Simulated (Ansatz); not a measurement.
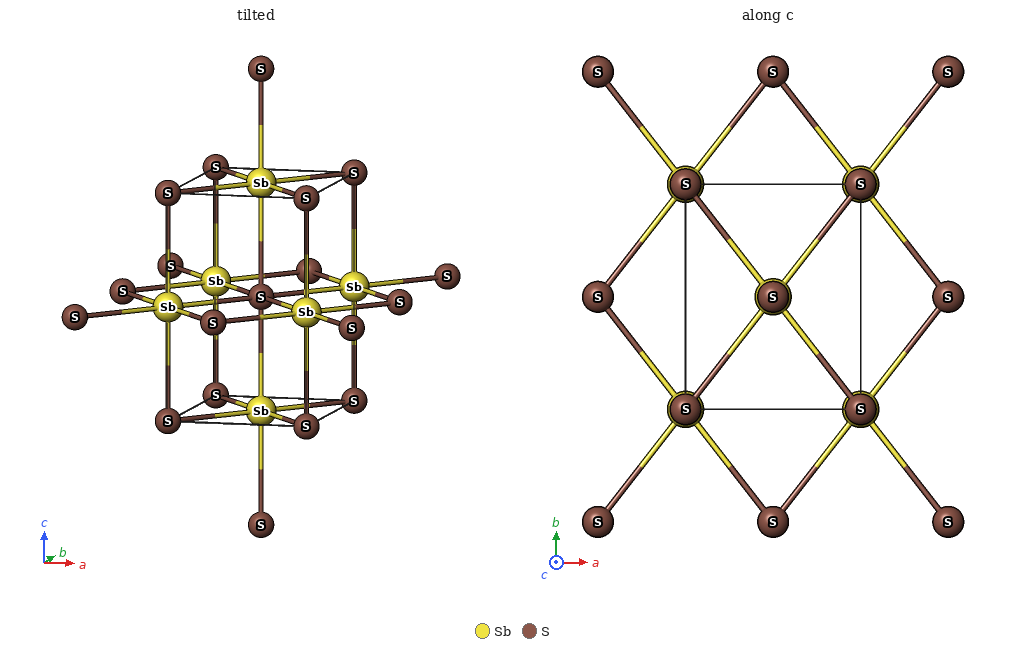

Structure drawing (ball-and-stick), viewed slightly off an axis and along the c axis. The conventional unit cell is outlined; an atom on or near a face, edge or corner is repeated at each equivalent position. Some atoms of the next cells are drawn as well. Cell: a = 3.57 Å, b = 4.58 Å, c = 5.73 Å, α = 90.00°, β = 90.00°, γ = 90.00°.

The cell started as a random cell made by a generator, so it need not be a real form of the compound. Earlier steps of the study may have refined or changed the cell and positions. Ansatz was used for an electronic-structure calculation on it.

### What can be read from this drawing?

It has the composition SbS. Space group Immm (No. 71), lattice body-centred orthorhombic. The cell comprises 2 formula units: 2 Sb, 2 S. Sb is linked to six S in a distorted octahedral arrangement at about 2.9 Å. Around each S lie six Sb in a distorted octahedral arrangement at about 2.9 Å. The bonds build a three-dimensional framework.

Method used: Ansatz, DFT PBEsol, scalar-relativistic, plane waves, PAW. It ran with wavefunction cutoff 420 eV, k-points about 0.11 Å⁻¹ apart, Gaussian smearing of 0.1 eV, no spin polarisation.

### What is the electronic character?

A metal: bands cross the Fermi level.

### Predict the Bader charges.

Sb +0.77 e; S -0.77 e.

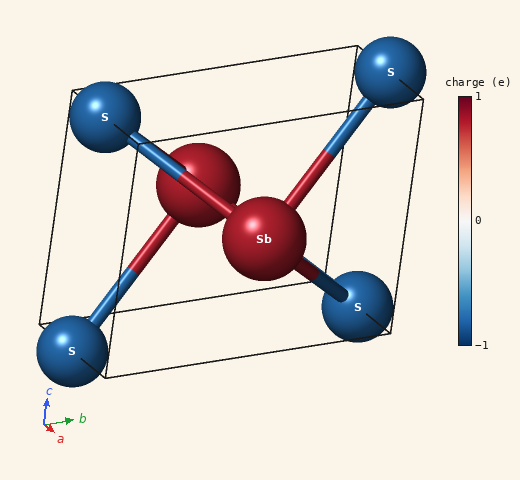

The atoms coloured by those charges. The run's cell of 2 atoms is drawn in a reduced setting, so axes and origin can differ from the first picture.

### Is this an equilibrium geometry for the method given?

No. All forces vanish to within 0.01 eV/Å. The pressure is -3.3 GPa, so the cell would contract.
